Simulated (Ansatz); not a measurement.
A series of calculations on MnO$_{2}$

## 1. Relaxation

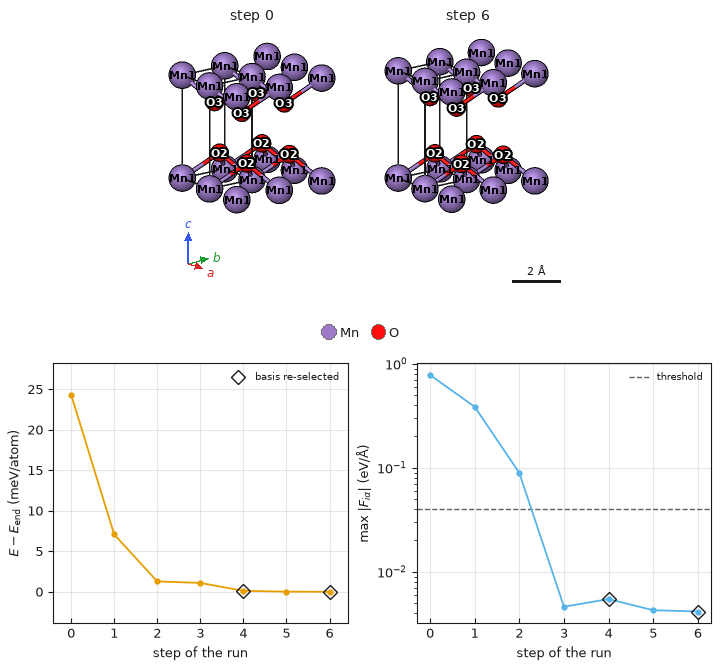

First and last geometry of a relaxation of crystalline MnO₂ (built on the CdI2 type), with the history of the run. A ball-and-stick model of the cell of the calculation, repeated 2 × 2 × 1 with one cell outlined, seen slightly off an axis.

Case: volume 11.234 Å^3/atom.

These are results of Ansatz 0.2.0, DFT PBE+U, scalar-relativistic, plane waves, PAW, not measurements. Settings: plane-wave cutoff 420 eV; k-point mesh 10 × 10 × 6; occupations gaussian; smearing width 0.05 eV; U Mn 3.9 eV; collinear spin; cell relaxed at fixed volume; force threshold 0.04 eV/Å; at most 40 steps.

Question: Did the run converge, and what did it change?

Answer: It converged. After 4 accepted moves (6 points after the start) the energy has fallen by 24.3 meV per atom. The largest force component goes from 0.78 to 0.0041 eV/Å. Pressure: −6.56 GPa at the start and 2.05 GPa at the end. At 2 points the geometry stayed and the basis and grid were re-selected for the new cell (energy shift of 1.0 meV per atom at most each time). The largest moves relative to the cell, 0.066 Å, are those of O2 and O3. O3 goes along +c. Mn stays in place. The drawn cell changes at constant volume: a = b 2.970 → 2.909 Å (−2.0 %), c 4.411 → 4.597 Å (+4.2 %). Some distances before and after: Mn1–O2 1.973 → 1.931 Å. The space group stays P-3m1 (No. 164).

Limits of the set-up: layers or molecules are held without a dispersion correction, so their spacing is unreliable.

## 2. Relaxation

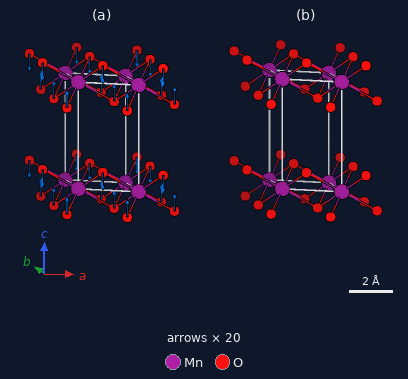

The structure of solid MnO2 (built on the CdI2 type) before (left) and after (right) a relaxation, at one scale. The blue arrows give the displacements (the part carried along by the change of the cell is left out), 20 times their true length.

A ball-and-stick model of the cell of the calculation, seen slightly off an axis.

Case: volume 12.790 Å^3/atom.

Theory: DFT PBE+U, scalar-relativistic, plane waves, PAW (Ansatz). (plane-wave cutoff 420 eV; k-point mesh 10 × 10 × 6; occupations gaussian; smearing width 0.05 eV; U Mn 3.9 eV; collinear spin; cell relaxed at fixed volume; force threshold 0.04 eV/Å; at most 40 steps)

What changed between the two?

The largest moves relative to the cell, 0.045 Å, are those of O atoms. Mn stays in place. The drawn cell changes at constant volume: a = b 2.964 → 2.923 Å (−1.4 %), c 5.042 → 5.186 Å (+2.9 %). Among the contacts that change: Mn–O 1.966 → 1.937 Å. The space group stays P-3m1 (No. 164). The energy falls by 11.7 meV per atom in 3 accepted moves (4 points after the start). Largest force component: 0.52 eV/Å at the start, 0.0053 eV/Å at the end. The pressure goes from −5.66 to −0.11 GPa. At 1 point the geometry stayed and the basis and grid were re-selected for the new cell (energy shift of 0.6 meV per atom at most each time). The run took 32 s on 2 threads of Arm Neoverse V2 (shared host), peak memory 0.41 GiB.

Limits of the set-up: layers or molecules are held without a dispersion correction, so their spacing is unreliable.

## 3. Distortion

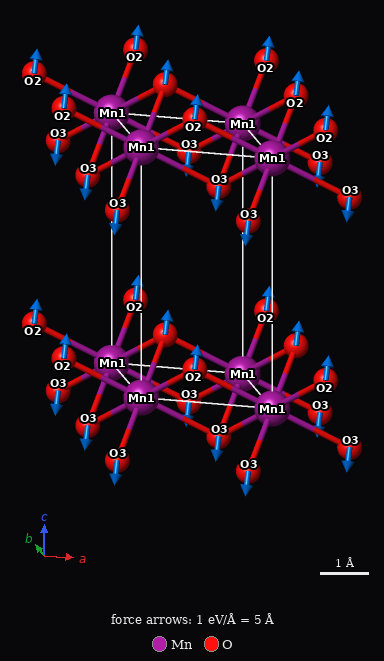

A changed version of solid MnO₂ (built on the CdI2 type), with the computed forces as blue arrows. Besides, the cell is strained by −1.0 % along [1 2 0] and none across it (volume −1.0 %). The picture is a ball-and-stick view of the cell of the calculation, seen slightly off an axis.

These are results of Ansatz 0.2.0, DFT PBE+U, scalar-relativistic, plane waves, PAW, not measurements. (plane-wave cutoff 420 eV; k-point mesh 10 × 10 × 6; occupations gaussian; smearing width 0.05 eV; U Mn 3.9 eV; collinear spin)

Where do the forces point?

The atoms keep their fractional coordinates. No relaxation follows. Energy change: +1.2 meV per atom. Pressure: 0.0 GPa before, 1.5 GPa after. The principal stresses (compression positive) are 3.1 GPa roughly along [1 2 0] and 0.7 GPa across it. The largest forces, 0.11 eV/Å, act on O2 and O3; on O2 it points along [1 2 2]. The absolute magnetisation per cell goes from 3.63 to 3.58 μB (net moment 3.00 and 3.00 μB). Among the bonded contacts that change: Mn–O 1.936 → 1.922 to 1.933 Å. The space group (tolerance 0.01 Å) goes from P-3m1 (No. 164) to C2/m (No. 12).

Limits of the set-up: layers or molecules are held without a dispersion correction, so their spacing is unreliable.
